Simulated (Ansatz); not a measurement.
# Run report: MoS2, geometry relaxation (part 2 of 2)

MoS2 (Cmcm, 6 atoms in the cell); DFT PBE, scalar-relativistic, plane waves, PAW, no spin polarisation (Ansatz 0.2.0); cutoff 420 eV, 12×12×10 k-mesh, Gaussian smearing of 0.1 eV. The structure was made by swapping elements on the sites of another compound; it need not be a known phase. It belongs to a series of runs on one base structure; here: ZrSi2 type (Cmcm, No. 63).

Geometry of the input (Å; fractional positions):
```
1.6560  -8.5270  0.0000
1.6560  8.5270  0.0000
0.0000  0.0000  3.8890
Mo 0.8411  0.1589  0.7500
Mo 0.1589  0.8411  0.2500
S  0.5931  0.4069  0.7500
S  0.4069  0.5931  0.2500
S  0.2398  0.7602  0.7500
S  0.7602  0.2398  0.2500
```

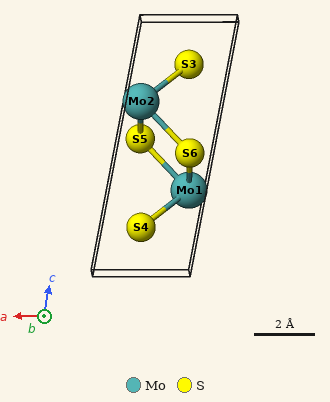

Fig. 1: The geometry at step 3 of the log (ball-and-stick view of the reduced cell, seen at an oblique angle; atoms are numbered from 1 in the order of the input).

The program's output, continued:
```
SCF iter   1: F=—  HF=-13519.512017 eV  |F-HF|=—  |Δ(HF+E_count)|=         —  Δρ=1.32e-4  dr2=1.53e-5  ethr=2.88e-8  ⟨swp⟩=3.1  Hψ=44770  notcnv=0
preconditioner: auto → LDOS  [metal: Δε(μ)=0.000 eV  Ē_g=7.363 eV  σ=0.100 eV  W_gap=0.00  n_scr=24 (ndim 8)  ℏωp=21.2 eV  f_vac=0.061  D(μ)=5.05/eV (n_scr^D=48)  β→1.0]
SCF iter   2: F=—  HF=-13519.511991 eV  |F-HF|=—  |Δ(HF+E_count)|=   2.65e-5  Δρ=4.41e-5  dr2=2.33e-6  ethr=2.88e-8  ⟨swp⟩=2.1  Hψ=12660  notcnv=0
SCF iter   3: F=—  HF=-13519.511989 eV  |F-HF|=—  |Δ(HF+E_count)|=   2.02e-6  Δρ=9.74e-6  dr2=1.17e-7  ethr=4.48e-9  ⟨swp⟩=2.3  Hψ=13465  notcnv=0
SCF iter   4: F=—  HF=-13519.511989 eV  |F-HF|=—  |Δ(HF+E_count)|=   1.84e-8  Δρ=2.32e-6  dr2=9.69e-9  ethr=2.26e-10  ⟨swp⟩=2.1  Hψ=12607  notcnv=0
SCF iter   5: F=-13519.511989 eV  HF=-13519.511989 eV  |F-HF|=3.64e-11  |Δ(HF+E_count)|=   1.49e-9  Δρ=6.50e-7  dr2=6.29e-10  ethr=1.67e-11  ⟨swp⟩=5.0  Hψ=28976  notcnv=0
SCF 5 converged in 5 iterations: F = -13519.511989 eV  dr2 = 6.29e-10
relax step   5: F+E_penalty+E_count = -13519.51198850 eV  Δ(F+E_penalty+E_count) = -3.660e-5 eV  max|allowed force component| = 2.342e-3 eV/Å  Δτ_max = 0.0017 Å  P = +0.002 GPa  Ω = 110.447 Å³  energy of the carried Pulay correction = -6.827e-5 eV  (5 SCF iters, dr2 threshold 8.68e-9 eV, accepted)
Initial wavefunctions: pseudopotential atomic-orbital guess (no wavefunctions were taken with the density)
iter 1 solved again at ethr=3.79e-7 eV; its pass at ethr=3.10e-3 eV (dr2=1.97e-4 eV) is discarded
SCF iter   1: F=—  HF=-13519.512082 eV  |F-HF|=—  |Δ(HF+E_count)|=         —  Δρ=5.04e-5  dr2=1.21e-7  ethr=3.79e-7  ⟨swp⟩=4.2  Hψ=62144  notcnv=0
eigensolver tolerance schedule: the retry pair's looser diagonalisation over-reported the residual by 1622.77 of it (diagonalisation noise at 0.25 of the residual, at the tolerance the schedule requests for it); recorded, not acted on — ethr = c·dr2/N_el stays at c = 1.0e-1
preconditioner: auto → LDOS  [metal: Δε(μ)=0.000 eV  Ē_g=7.363 eV  σ=0.100 eV  W_gap=0.00  n_scr=24 (ndim 8)  ℏωp=21.2 eV  f_vac=0.062  D(μ)=5.04/eV (n_scr^D=48)  β→1.0]
SCF iter   2: F=—  HF=-13519.512087 eV  |F-HF|=—  |Δ(HF+E_count)|=   5.54e-6  Δρ=4.75e-6  dr2=1.24e-8  ethr=2.33e-10  ⟨swp⟩=3.0  Hψ=18311  notcnv=0
SCF iter   3: F=—  HF=-13519.512087 eV  |F-HF|=—  |Δ(HF+E_count)|=   6.43e-9  Δρ=1.54e-6  dr2=1.94e-9  ethr=2.39e-11  ⟨swp⟩=2.0  Hψ=15076  notcnv=0
SCF iter   4: F=—  HF=-13519.512087 eV  |F-HF|=—  |Δ(HF+E_count)|=   2.04e-9  Δρ=3.11e-7  dr2=7.62e-11  ethr=3.74e-12  ⟨swp⟩=2.7  Hψ=15807  notcnv=0
SCF iter   5: F=-13519.512087 eV  HF=-13519.512087 eV  |F-HF|=3.64e-12  |Δ(HF+E_count)|=  8.00e-11  Δρ=5.80e-8  dr2=5.61e-12  ethr=1.00e-12  ⟨swp⟩=5.7  Hψ=32569  notcnv=0
SCF 6 converged in 5 iterations: F = -13519.512087 eV  dr2 = 5.61e-12
relax step   6: F+E_penalty+E_count = -13519.51208718 eV  Δ(F+E_penalty+E_count) = -9.868e-5 eV  max|allowed force component| = 2.316e-3 eV/Å  Δτ_max = 0.0000 Å  P = +0.002 GPa  Ω = 110.447 Å³  stress off target by 6.40e-3 GPa  SCF on the basis re-selected at this cell (its energy is not comparable with the rows above)  (5 SCF iters)
basis re-selected at this cell: Δ(F+E_penalty+E_count) = -9.868e-5 eV, ΔP = +0.000 GPa vs the last step (what re-selecting the basis moved, of the pressure what is left beyond the Pulay correction that the steps carried, after the strain that the cell walked since its last selection, with what the two solves' SCF thresholds leave and, on support functions, any second-order correction that the steps lacked; it is no measure of the basis error at this ecutwfc). This SCF's stress stands 6.40e-3 GPa from its target on what of the cell is left free (relax.cell.stress_tol is 5.00e-2 GPa) and its largest allowed force component is 2.32e-3 eV/Å (relax.f_tol is 1.00e-2 eV/Å): within both
SCF converged after 5 iterations
Free energy (F): -13519.512087 eV
Harris-Foulkes:  -13519.512087 eV  (|F-HF|=3.64e-12)
Internal energy: -13519.486877 eV  (E = F + TS)
E sigma→0 (E₀):  -13519.499482 eV
Entropy (-TS):   -0.025211 eV (-4.202 meV/atom)
Fermi energy:    11.008338 eV
--- Per-component energies (eV) ---
  E_band       = -327.626992
  E_kinetic    = 1313.568602
  E_local      = -4439.858449  (includes V_loc(G=0)·N_el)
  E_nonlocal   = 401.709998
  E_hartree    = 1756.468936
  E_xc         = -755.210323
  E_vxc        = -807.817435  (∫ρ·V_xc dr)
  E_paw        = -8804.086189  (= ΣΔE_a)
  E_vpaw       = -308.167819  (= ΣTr[D̂ρ^β])
  E_aug_tail   = 0.000091  (compensation charges beyond the density's cutoff)
  E_ewald      = -2992.079543
  E_smearing   = -0.025211  (= −TS)
  E_closure    = -0.000000  (closes the sum)
  Σ components = -13519.512087   (vs F -13519.512087, Δ=0.00e0)
--- Forces (eV/Å), atoms counted from 1 ---
  atom   1  Mo     0.00000000     0.00139862     0.00000000
  atom   2  Mo     0.00000000    -0.00139862     0.00000000
  atom   3  S      0.00000000     0.00043793     0.00000000
  atom   4  S      0.00000000    -0.00043793     0.00000000
  atom   5  S      0.00000000    -0.00231569     0.00000000
  atom   6  S      0.00000000     0.00231569     0.00000000
  max |Σ_I F_I| component: 4.34e-19 eV/Å
--- Stress (GPa, compression-positive) ---
       -0.004081       0.000000       0.000000
        0.000000       0.006403       0.000000
        0.000000       0.000000       0.003327
  P = ⅓ Tr σ = 0.0019 GPa (0.019 kbar)
--- Band table (eV; the first three rows and the last of 258) ---
  k-point 0: bands = ["-50.7898", "-50.7876", "-25.0105", "-24.9971", "-24.9311", "-24.8755", "-24.7558", "-24.7481", "-6.5701", "-2.6578", "-2.0610", "-1.2058", "2.2490", "3.8954", "4.5285", "4.8694", "6.8253", "7.4329", "7.7143", "8.4292", "8.6468", "9.2595", "9.6777", "9.8892", "10.0284", "10.5460", "10.6759", "10.7420", "11.1314", "12.4227", "13.3860", "13.6831"]
  k-point 1: bands = ["-50.7896", "-50.7875", "-25.0140", "-25.0019", "-24.9283", "-24.8762", "-24.7554", "-24.7480", "-6.4918", "-2.6630", "-2.0404", "-1.4577", "2.5919", "3.8885", "4.5879", "4.8872", "6.8544", "7.3855", "7.5807", "8.1851", "8.7136", "9.0334", "9.4137", "9.9717", "9.9894", "10.7209", "10.7363", "10.9055", "11.0851", "12.5779", "13.3780", "13.5668"]
  k-point 2: bands = ["-50.7892", "-50.7874", "-25.0230", "-25.0138", "-24.9215", "-24.8783", "-24.7543", "-24.7481", "-6.2603", "-2.8184", "-1.9842", "-1.8625", "3.3803", "3.8870", "4.7641", "4.8923", "6.8772", "7.3503", "7.3519", "7.6473", "8.5634", "8.8279", "9.0457", "9.7665", "10.0252", "10.6005", "10.9116", "11.0088", "11.5522", "12.8455", "12.9936", "13.1736"]
  k-point 257: bands = ["-50.7876", "-50.7876", "-25.0445", "-25.0445", "-24.8949", "-24.8949", "-24.7498", "-24.7498", "-4.7692", "-4.7692", "-1.8370", "-1.8370", "4.2398", "4.2398", "5.9082", "5.9082", "6.4443", "6.4443", "6.6236", "6.6236", "8.7784", "8.7784", "8.8936", "8.8936", "9.6523", "9.6523", "11.0754", "11.0754", "12.0248", "12.0248", "12.8760", "12.8760"]
--- Relaxed structure (5 steps of the walk, 5 accepted, 1 SCFs on fresh bases) ---
  F+E_penalty+E_count = -13519.51208718 eV   max|allowed force component| = 2.316e-3 eV/Å   (the final SCF, on the basis selected at the relaxed cell)
  cell:  # Å, volume = 110.4470 Å³
    - [1.6373097944937471, -8.56180735794108, 0.0]
    - [1.6373097944937471, 8.56180735794108, 0.0]
    - [0.0, 0.0, 3.9393761930127744]
  atoms:
    - { symbol: Mo, position: [0.8405153934360408, 0.1594846065639593, 0.7499999999999998] }
    - { symbol: Mo, position: [0.1594846065639593, 0.8405153934360408, 0.24999999999999992] }
    - { symbol: S, position: [0.59412156886593, 0.40587843113406985, 0.7499999999999998] }
    - { symbol: S, position: [0.40587843113406985, 0.59412156886593, 0.24999999999999992] }
    - { symbol: S, position: [0.23951475205148914, 0.7604852479485107, 0.7499999999999998] }
    - { symbol: S, position: [0.7604852479485107, 0.23951475205148914, 0.24999999999999992] }
```

Trajectory as extended XYZ (Å, eV, eV/Å), 6 frames, from step=1 to step=6:
```
6
Lattice="1.6560 -8.5270 0.0000 1.6560 8.5270 0.0000 0.0000 0.0000 3.8890" Properties=species:S:1:pos:R:3:forces:R:3 step=1 energy=-13519.50166 pressure_GPa=0.26
Mo    1.6560   -5.8165    2.9168    0.0000   0.0570   0.0000
Mo    1.6560    5.8165    0.9723    0.0000  -0.0570   0.0000
S     1.6560   -1.5877    2.9168    0.0000  -0.0091   0.0000
S     1.6560    1.5877    0.9723    0.0000   0.0091   0.0000
S     1.6560    4.4373    2.9168    0.0000  -0.0953   0.0000
S     1.6560   -4.4373    0.9723    0.0000   0.0953   0.0000
6
Lattice="1.6440 -8.5451 0.0000 1.6440 8.5451 0.0000 0.0000 0.0000 3.9285" Properties=species:S:1:pos:R:3:forces:R:3 step=2 energy=-13519.51083 pressure_GPa=0.12
Mo    1.6440   -5.8185    2.9464    0.0000  -0.0345   0.0000
Mo    1.6440    5.8185    0.9821    0.0000   0.0345   0.0000
S     1.6440   -1.6068    2.9464    0.0000   0.0136   0.0000
S     1.6440    1.6068    0.9821    0.0000  -0.0136   0.0000
S     1.6440    4.4536    2.9464    0.0000  -0.0721   0.0000
S     1.6440   -4.4536    0.9821    0.0000   0.0721   0.0000
6
Lattice="1.6353 -8.5572 0.0000 1.6353 8.5572 0.0000 0.0000 0.0000 3.9410" Properties=species:S:1:pos:R:3:forces:R:3 step=3 energy=-13519.51174 pressure_GPa=-0.10
Mo    1.6353   -5.8298    2.9557    0.0000   0.0037   0.0000
Mo    1.6353    5.8298    0.9852    0.0000  -0.0037   0.0000
S     1.6353   -1.6019    2.9557    0.0000  -0.0309   0.0000
S     1.6353    1.6019    0.9852    0.0000   0.0309   0.0000
S     1.6353    4.4594    2.9557    0.0000   0.0025   0.0000
S     1.6353   -4.4594    0.9852    0.0000  -0.0025   0.0000
6
Lattice="1.6368 -8.5596 0.0000 1.6368 8.5596 0.0000 0.0000 0.0000 3.9405" Properties=species:S:1:pos:R:3:forces:R:3 step=4 energy=-13519.51195 pressure_GPa=0.03
Mo    1.6368   -5.8302    2.9553    0.0000   0.0096   0.0000
Mo    1.6368    5.8302    0.9851    0.0000  -0.0096   0.0000
S     1.6368   -1.6130    2.9553    0.0000   0.0118   0.0000
S     1.6368    1.6130    0.9851    0.0000  -0.0118   0.0000
S     1.6368    4.4592    2.9553    0.0000   0.0004   0.0000
S     1.6368   -4.4592    0.9851    0.0000  -0.0004   0.0000
6
Lattice="1.6373 -8.5618 0.0000 1.6373 8.5618 0.0000 0.0000 0.0000 3.9394" Properties=species:S:1:pos:R:3:forces:R:3 step=5 energy=-13519.51199 pressure_GPa=0.00
Mo    1.6373   -5.8309    2.9545    0.0000   0.0013   0.0000
Mo    1.6373    5.8309    0.9848    0.0000  -0.0013   0.0000
S     1.6373   -1.6117    2.9545    0.0000   0.0004   0.0000
S     1.6373    1.6117    0.9848    0.0000  -0.0004   0.0000
S     1.6373    4.4604    2.9545    0.0000  -0.0023   0.0000
S     1.6373   -4.4604    0.9848    0.0000   0.0023   0.0000
6
Lattice="1.6373 -8.5618 0.0000 1.6373 8.5618 0.0000 0.0000 0.0000 3.9394" Properties=species:S:1:pos:R:3:forces:R:3 step=6 energy=-13519.51209 pressure_GPa=0.00
Mo    1.6373   -5.8309    2.9545    0.0000   0.0014   0.0000
Mo    1.6373    5.8309    0.9848    0.0000  -0.0014   0.0000
S     1.6373   -1.6117    2.9545    0.0000   0.0004   0.0000
S     1.6373    1.6117    0.9848    0.0000  -0.0004   0.0000
S     1.6373    4.4604    2.9545    0.0000  -0.0023   0.0000
S     1.6373   -4.4604    0.9848    0.0000   0.0023   0.0000
```

Summary:

| quantity | value |
| --- | --- |
| outcome | converged |
| space group (tolerance 0.01 Å) | Cmcm (63) |
| electrons treated | 52 |
| free energy | −13519.5121 eV |
| Fermi energy | 11.008 eV |
| gap on the k-point mesh | none (metallic) |
| pressure | 0.00 GPa |
| final volume | 110.45 Å³ |
| largest force (length of the vector) at the end | 0.002 eV/Å |
| final cell | a = 8.717 Å, b = 8.717 Å, c = 3.939 Å, α = 90.00°, β = 90.00°, γ = 158.35° |
| hardware | 1 thread of Intel Xeon @ 2.50GHz (Skylake/Cascade Lake), 16 GiB of memory available, shared host |
| wall time | 4.4 min |
| peak memory | 0.95 GiB |
